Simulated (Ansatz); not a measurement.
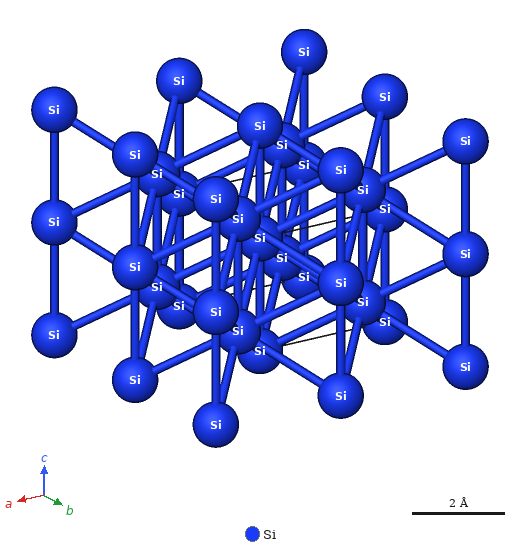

Reference structure: a symmetric starting cell of Si. A ball-and-stick model of the conventional cell (2 times the calculation's cell), repeated 2 × 2 × 2 with one cell outlined, seen from a free direction. Lengths and directions refer to the drawn axes.

The calculation used DFT PBE, scalar-relativistic, plane waves, PAW (Ansatz). Set-up: plane-wave cutoff 420 eV; k-point mesh 20 × 20 × 20; occupations gaussian; smearing width 0.1 eV; no spin polarisation.

The variant: The cell is strained by 0.0 % along c and −1.5 % across it (volume −2.9 %), the atoms keeping their fractional coordinates. No relaxation follows. The starting cell wasn't computed here and needn't be at equilibrium, so pressure and forces aren't due to the change alone.

The input:
```yaml
crystal:
  lattice:
    - [-1.6027064358, 1.6027064358, 1.3204882896]
    - [1.6027064358, -1.6027064358, 1.3204882896]
    - [1.6027064358, 1.6027064358, -1.3204882896]
  atoms:
    - { symbol: Si, position: [0.0, 0.0, 0.0] }
basis:
  ecutwfc: 420
kpoints:
  mp_grid: { grid: [20, 20, 20] }
hamiltonian:
  xc: pbe
scf:
  occupations: { method: gaussian, width: 0.1 }
output:
  forces: true
  stress: true
  eigenvalues: true
```

Q: Predict the response.

A: Among the bonded contacts that change: Si–Si 2.653 → 2.623 Å. The space group stays I4/mmm (No. 139). The pressure is 6.9 GPa (not all of it need come from the change, since the unchanged cell can be under pressure at this level too). The principal stresses (compression positive) are 5.7 GPa along c and 7.5 GPa across it. All forces vanish by symmetry.

The changed structure in the same view:

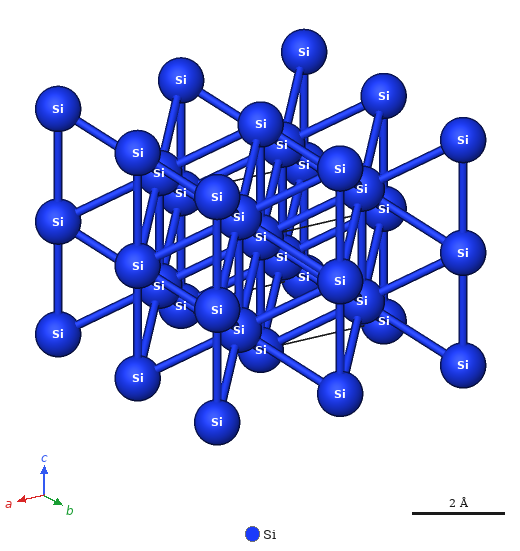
